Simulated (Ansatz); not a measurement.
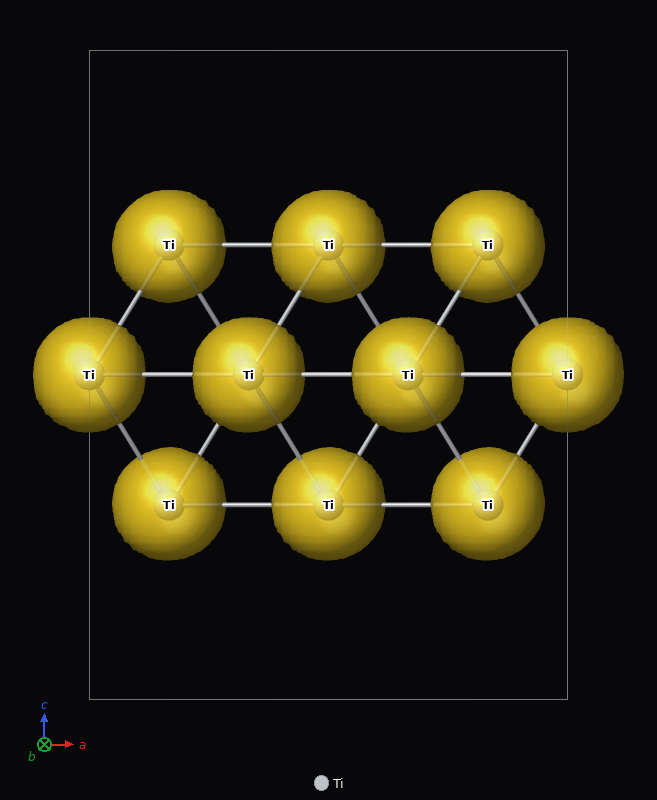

Ti (slab). Isosurface of the valence electron density at 0.5 e/Å³ (yellow), seen along the b axis. Sticks mark near contacts.

Computed without spin polarisation; PAW files of the earlier set (soft_1).

Level of theory: Ansatz 0.2.0, DFT PBEsol, scalar-relativistic, plane waves, PAW.

```
CELL_PARAMETERS angstrom
2.77979 0.00000 0.00000
-0.92660 2.62081 0.00000
0.00000 0.00000 19.77566
ATOMIC_POSITIONS crystal
Ti 0.50000 0.50000 0.20227
Ti 0.00000 0.00000 0.31066
Ti 0.50000 0.50000 0.41848
```

Q: Which contacts does the surface bridge?

A: At this value the density breaks into separate islands; it holds about 75 % of the electrons treated as valence (semicore included). It bridges none of the near contacts. It is pinched off along the sampled Ti–Ti (2.67 Å) and Ti–Ti (2.78 Å) contacts. On the grid the lowest density along these lines, outside the cores, is 0.24 e/Å³ (Ti–Ti, 2.67 Å) and 0.21 e/Å³ (Ti–Ti, 2.78 Å).
